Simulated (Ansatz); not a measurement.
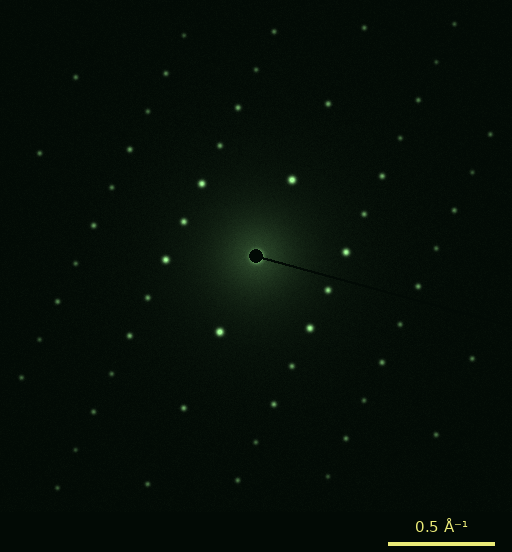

Simulated selected-area electron diffraction pattern (120 kV, kinematic approximation, thin crystal, B = 0.3 Å² for all atoms).

Phase: Li, space group P6_3/mmc (No. 194), a = 3.06 Å, c = 5.02 Å (hexagonal axes). Structure: coordinates from a relaxation at fixed volume with Ansatz 0.2.0, DFT r2SCAN, scalar-relativistic, plane waves, PAW; the starting structure was generated, so it need not be a known form of this composition.

```cif
data_structure
_symmetry_space_group_name_H-M 'P6_3/mmc'
_symmetry_Int_Tables_number 194
_cell_length_a 3.0588
_cell_length_b 3.0588
_cell_length_c 5.0226
_cell_angle_alpha 90.000
_cell_angle_beta 90.000
_cell_angle_gamma 120.000
_cell_volume 40.70
loop_
_atom_site_label
_atom_site_type_symbol
_atom_site_symmetry_multiplicity
_atom_site_Wyckoff_symbol
_atom_site_fract_x
_atom_site_fract_y
_atom_site_fract_z
_atom_site_occupancy
Li1 Li 2 d 0.33333 0.66667 0.75000 1
```

> Measure the pattern against the scale bar and name the zone.

The spots form a rectangular net whose two shortest vectors correspond to d = 5.02 Å and 2.65 Å, 90.0° apart. They index as 0 0 1 (itself extinct) and 0 1 0, so the zone axis is ±[100] (or an equivalent direction of <100>).
